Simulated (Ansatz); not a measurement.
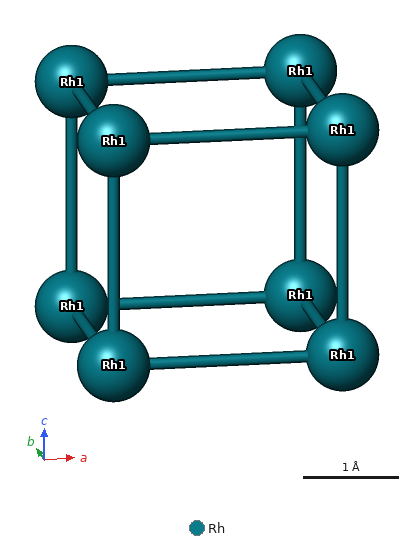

**Figure 1.** The input geometry of run A (ball-and-stick view of the cell of the calculation, seen slightly off an axis; atoms are numbered from 1 in the order of the input). Near neighbours in the crystal (not all of them lie inside the picture): Rh has 6 Rh at 2.45 Å.

## Mending a single-point calculation on Rh

System: Rh (Pm-3m, 1 atom in the cell).
Method of run A: DFT, PBE, all-electron LAPW (Ansatz 0.2.0).

Text and figures count atoms from 1; the logs count them from 0 in places.

**Input, run A**
```yaml
crystal:
  lattice:
    - [2.4496194158, 0.0, 0.0]
    - [0.0, 2.4496194158, 0.0]
    - [0.0, 0.0, 2.4496194158]
  atoms:
    - { symbol: Rh, position: [0.0, 0.0, 0.0] }
kpoints:
  mp_grid: { grid: [15, 15, 15] }
scf:
  max_iter: 75
hamiltonian:
  xc: pbe
  pseudopotentials: { kind: all_electron, lapw: { basis_error: 0.001 } }
output:
  forces: true
  stress: true
  eigenvalues: true
  populations: true
```

Command:
```bash
ansatz run input.yaml --threads 1 --pin off --max-ram 2048MiB --backend cpu --events-out ev --progress --plain --runs-dir out
```

Hardware: 1 thread of Arm Neoverse V2, 24 GiB of memory available, shared host.

**Output (run A)**
```
Error: YAML parse error: `scf.occupations.method` is required: fixed only where the cell keeps a band gap throughout the run, explicit beside scf.occupations.values (under evaluate: without them), else a smearing such as fermi_dirac (scf.occupations.width is optional; its entry in the input reference gives the default)
```

Q: What should be changed in this input?

A: A setting was made wrong on purpose: no occupation method (`scf.occupations`). The program refused the input: “YAML parse error: `scf.occupations.method` is required: fixed only where the cell keeps a band gap throughout the run, explicit beside scf.occupations.values (under evaluate: without them), else a smearing such as fermi_dirac (scf.occupations.width is optional; its entry in the input reference gives the default)”

A run of the same system that converges differs from this input as follows (lines with − go, lines with + come):
```diff
-  max_iter: 75
+  occupations: { method: fermi_dirac, width: 0.1 }
```

**Output, shortened to warnings, some set-up lines, iterations and results (run B)**
```
Basis set: ecut = 338.7569347811995 eV, 203 PW (Γ), exchange–correlation at level 2
Symmetry: 48 space group operations
k-points: 120 of 3375
Initial density: superposition of atomic densities (chi_scale 0.1, normalization cell)
[...]
SCF iter   1: F=—  HF=-130186.653485 eV  |F-HF|=—  |Δ(HF+E_count)|=         —  Δρ=3.60e-2  dr2=1.43e-1  ethr=4.31e-4  ⟨swp⟩=2.8  Hψ=15883  notcnv=0
SCF iter   2: F=—  HF=-130186.448075 eV  |F-HF|=—  |Δ(HF+E_count)|=   2.05e-1  Δρ=8.32e-3  dr2=2.02e-3  ethr=6.10e-6  ⟨swp⟩=2.0  Hψ=12900  notcnv=0
SCF iter   3: F=—  HF=-130186.411728 eV  |F-HF|=—  |Δ(HF+E_count)|=   3.63e-2  Δρ=6.68e-3  dr2=3.45e-3  ethr=6.10e-6  ⟨swp⟩=3.0  Hψ=8274  notcnv=0
SCF iter   4: F=—  HF=-130186.413589 eV  |F-HF|=—  |Δ(HF+E_count)|=   1.86e-3  Δρ=1.03e-3  dr2=7.22e-5  ethr=6.10e-6  ⟨swp⟩=3.0  Hψ=7467  notcnv=0
SCF iter   5: F=—  HF=-130186.413700 eV  |F-HF|=—  |Δ(HF+E_count)|=   1.11e-4  Δρ=8.10e-5  dr2=3.32e-7  ethr=2.19e-7  ⟨swp⟩=3.0  Hψ=7620  notcnv=0
SCF iter   6: F=-130186.413702 eV  HF=-130186.413702 eV  |F-HF|=3.96e-9  |Δ(HF+E_count)|=   2.13e-6  Δρ=3.45e-6  dr2=5.41e-10  ethr=1.00e-9  ⟨swp⟩=3.0  Hψ=7844  notcnv=0
SCF 1 converged in 6 iterations: F = -130186.413702 eV  dr2 = 5.41e-10
SCF converged after 6 iterations
Free energy (F): -130186.413702 eV
Harris-Foulkes:  -130186.413702 eV  (|F-HF|=3.96e-9)
Internal energy: -130186.362903 eV  (E = F + TS)
E sigma→0 (E₀):  -130186.388303 eV
Entropy (-TS):   -0.050799 eV (-50.799 meV/atom)
Fermi energy:    22.749643 eV
--- Per-component energies (eV) ---
  E_band       = -5551.292685
  E_kinetic    = 135625.501783
  E_xc         = -3781.607537
  E_electrostatic = -262030.257150  (all electrons and nuclei)
  E_smearing   = -0.050799  (= −TS)
  E_closure    = 0.000000  (closes the sum)
  E_atoms      = -130180.026586  (free atoms, spherical and without spin; not in F)
  Σ components = -130186.413702   (vs F -130186.413702, Δ=0.00e0)
  Basis errors (estimates in eV, not in F): energy 3.4e-4 per atom: plane waves 3.1e-4 (1.7e-4 summed), levels above the bands 4.1e-87, relativity 9.9e-8, radial functions 2.9e-5, core shells 2.0e-7; eigenvalues (radial functions only) 3.0e-6; not estimated: angular momenta, meshes, grids; target …
--- Forces (eV/Å), atoms counted from 1 ---
  atom   1  Rh    -0.00000000     0.00000000     0.00000000
  max |Σ_I F_I| component: 8.22e-32 eV/Å
--- Stress (GPa, compression-positive) ---
       24.966924       0.000000       0.000000
        0.000000      24.966924       0.000000
        0.000000       0.000000      24.966924
  P = ⅓ Tr σ = 24.9669 GPa (249.669 kbar)
--- Löwdin populations: 1 site ---
  site symbol       q [e]
     0     Rh     44.9367
  spilling = 0.001407 (of n_electrons = 45.000000)
```

**The two runs side by side**

| quantity | run A | run B |
| --- | --- | --- |
| outcome | refused | converged |
| free energy per atom (eV) | – | −130186.4137 |
| pressure (GPa) | – | 24.97 |
| volume per atom (Å³) | – | 14.70 |
| largest force (eV/Å) | – | 0.000 |
| SCF iterations | – | 6 |
| irreducible k-points | – | 120 |
| plane waves at Γ | – | 203 |

Notes on run B: The cell is under a pressure of 25 GPa at this level, so it is not at its equilibrium volume.
